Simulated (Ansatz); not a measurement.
Consider Ti$_{2}$Co.

Input file:

```
crystal:
  lattice:
    - [0.0, 3.4908822152, 3.4908822152]
    - [3.4908822152, 0.0, 3.4908822152]
    - [3.4908822152, 3.4908822152, 0.0]
  atoms:
    - { symbol: Ti, position: [0.125, 0.125, 0.125] }
    - { symbol: Ti, position: [0.625, 0.125, 0.125] }
    - { symbol: Ti, position: [0.125, 0.125, 0.625] }
    - { symbol: Ti, position: [0.125, 0.625, 0.125] }
    - { symbol: Co, position: [0.5, 0.5, 0.5], spin: 1.1 }
    - { symbol: Co, position: [0.75, 0.75, 0.75], spin: 1.1 }
basis:
  ecutwfc: 420
kpoints:
  mp_grid: { grid: [10, 10, 10] }
hamiltonian:
  xc: pbesol
scf:
  occupations: { method: gaussian, width: 0.2 }
output:
  forces: true
  stress: true
  eigenvalues: true
  populations: true
  write_density: true
  write_potential: true
  elf: true
  volumetric_format: npy
magnetization:
  spin_polarized: true
relax:
  adjacent_minimum: "off"
  f_tol: 0.001
  max_steps: 60
  cell: { stress_tol: 0.02, p_target: 5.0 }
```

Launched as:

```sh
ansatz run input.yaml --threads 2 --pin off --max-ram 6144MiB --backend cpu --events-out ev --progress --plain --runs-dir out
```

Below, planes, directions and counts refer to the conventional cell (a = 6.89 Å, b = 6.89 Å, c = 6.89 Å, α = 90.00°, β = 90.00°, γ = 90.00°).

The fields are those of the run's last geometry, not of the input's.

Space group Fd-3m; computed pressure about 5 GPa in this cell; spin-polarised.

These are results of DFT PBEsol, scalar-relativistic, plane waves, PAW in Ansatz 0.2.0, not measurements.

### Predict the valence pseudo-density, electron localisation function and spin density between the atoms.

Ti–Ti (2.44 Å): ρ at the midpoint is about 0.36 e/Å³; the ELF is about 0.15 at the midpoint (no shared electron pair shows on this line).
Ti–Co (2.86 Å): ρ is about 0.22 e/Å³ halfway; the ELF is about 0.30 at the midpoint.
The spin density sits on Co: +0.8 μB (×8) in one cell of 24 atoms: parallel main moments (a ferromagnetic arrangement) in this solution. The cell of the calculation (6 atoms) carries 1.5 μB of net spin moment.

### Does the calculation give a band gap?

It is metallic or semimetallic at this level of theory: no gap opens.

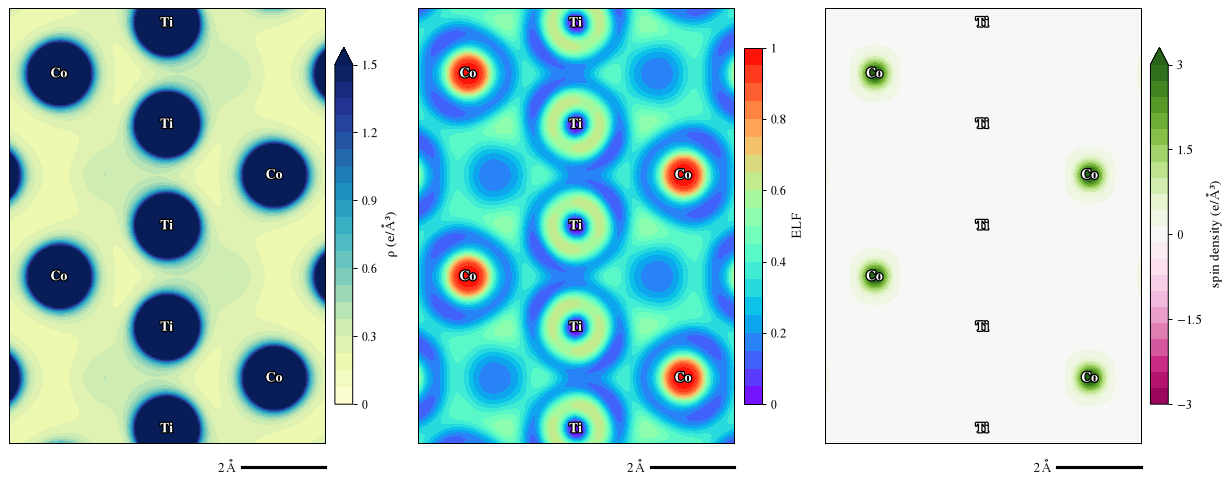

Computed valence pseudo-density, electron localisation function and spin density on the (101) plane of the conventional cell, in this order. 
